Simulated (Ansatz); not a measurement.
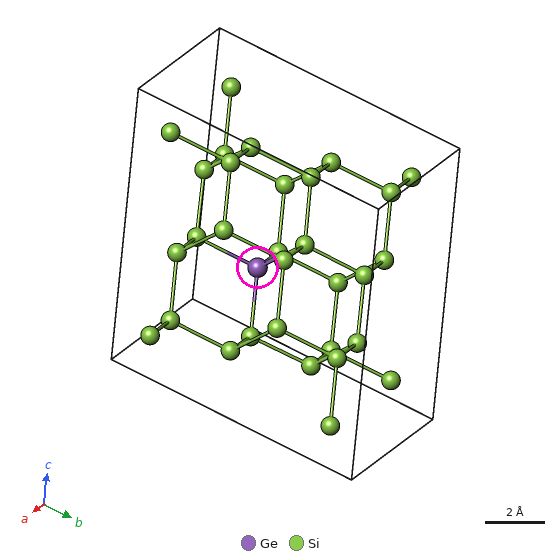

The crystal in a ball-and-stick representation, seen slightly off an axis. The edges of the supercell are marked. The host is Si, in a cell of 32 sites, and the cell is neutral. A ring marks the defect's site.

Question: Identify the point defect.

Answer: Germanium on a silicon site (a substitutional impurity). It is bonded to four Si in a tetrahedral arrangement at about 2.4 Å.

The atoms were relaxed in the host's cell with DFT PBEsol, scalar-relativistic, plane waves, PAW (Ansatz).
